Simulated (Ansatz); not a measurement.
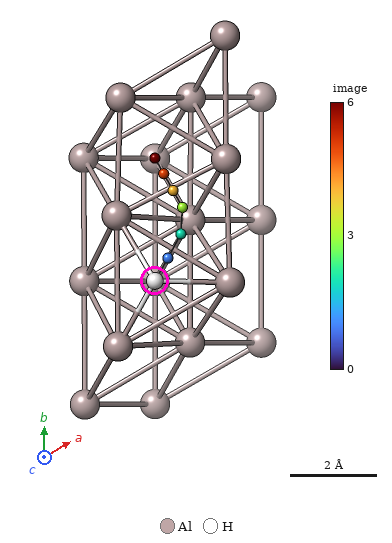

NEB run on H on Al(111) (19 atoms in the cell). Images are numbered from 0 (start) to 6 (end). The start is drawn whole; smaller spheres mark the moving atoms (H) in the later images, joined by lines and coloured by the number of the image. The picture is a ball-and-stick view of the simulation cell, with the vacuum cut short (origin moved), seen along the c axis. The moving atom is ringed, with any periodic copies. Bonds to atoms that aren't drawn are left out.

All numbers below come from DFT PBEsol, scalar-relativistic, plane waves, PAW in Ansatz 0.2.0. Set-up: plane-wave cutoff 420 eV; k-point mesh 3 × 2 × 1; Fermi-Dirac smearing 0.1 eV; 6 atoms held fixed; 5 movable images; climbing image; force threshold 0.05 eV/Å; iteration limit 27; starting path by image-dependent pair potential.

What moves, how far, and at what cost in energy?

The adsorbate starts on a hollow site and hops by a lattice vector of the surface; other mechanisms, such as exchange with a surface atom, weren't searched. The H atom travels furthest, 2.86 Å from end to end, on a path that bends up to 0.67 Å away from the straight line. At the highest image its nearest neighbour (Al) is 1.82 Å away, against 1.90 Å at the start, and the surrounding atoms stand up to 0.07 Å off the mean of their end positions. The two ends have the same energy, and the highest point, image 3, lies 0.227 eV above the start. The band converged in 11 iterations. The largest component of the band force went from 1.4 to 0.02 eV/Å. The climbing image converged on the top of the path. A check of its curvatures found one unstable direction (−0.34 eV/Å²), as a transition state must have.

Limits of the set-up: the periodic images lie only 5.7 Å apart, so the values are limited by the cell's size.

Cost: 16 min on 1 thread of Arm Neoverse V1 (shared host), peak memory 1.1 GiB.
